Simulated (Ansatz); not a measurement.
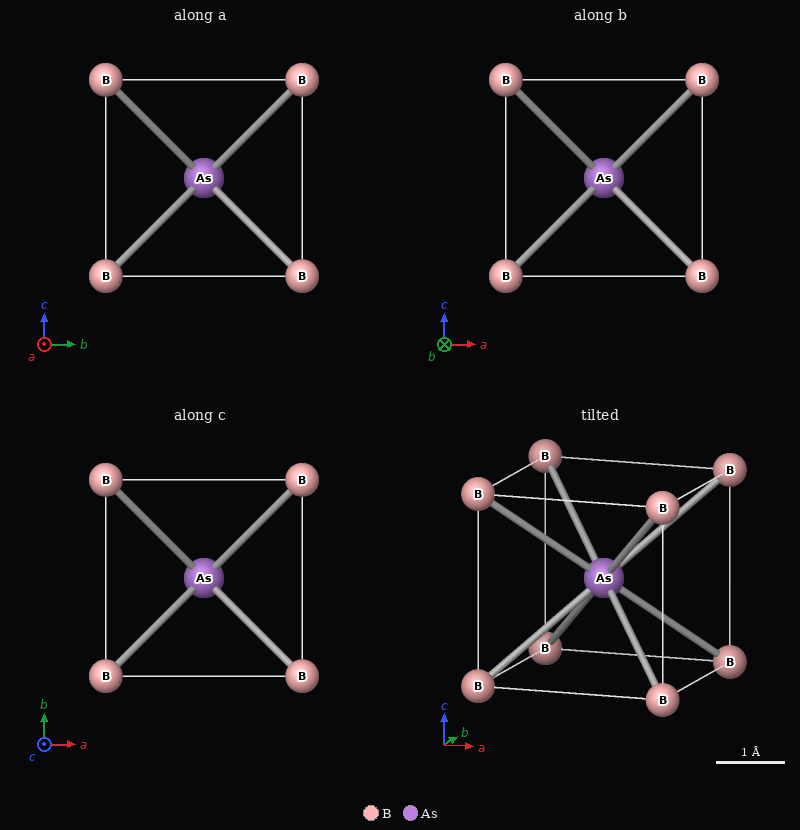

This ball-and-stick model is shown along the a axis, along the b axis, along the c axis and slightly off an axis. The edges of the conventional unit cell are marked.

Lattice parameters: a = 2.8923 Å, b = 2.8923 Å, c = 2.8923 Å, α = 90.000°, β = 90.000°, γ = 90.000°.

Transcribe the picture into a CIF with its space group and independent sites.

Answer.
```cif
data_structure
_symmetry_space_group_name_H-M 'P m -3 m'
_symmetry_Int_Tables_number 221
_cell_length_a 2.8923
_cell_length_b 2.8923
_cell_length_c 2.8923
_cell_angle_alpha 90.000
_cell_angle_beta 90.000
_cell_angle_gamma 90.000
_cell_volume 24.20
loop_
_atom_site_label
_atom_site_type_symbol
_atom_site_symmetry_multiplicity
_atom_site_Wyckoff_symbol
_atom_site_fract_x
_atom_site_fract_y
_atom_site_fract_z
_atom_site_occupancy
B1 B 1 a 0.0000 0.0000 0.0000 1
As1 As 1 b 0.5000 0.5000 0.5000 1
```

The model was built from a structure type filled with these elements by a generator (whether the compound takes this form wasn't checked). Earlier steps of the study may have refined or changed the cell and positions. Ansatz was used for an electronic-structure calculation on it.
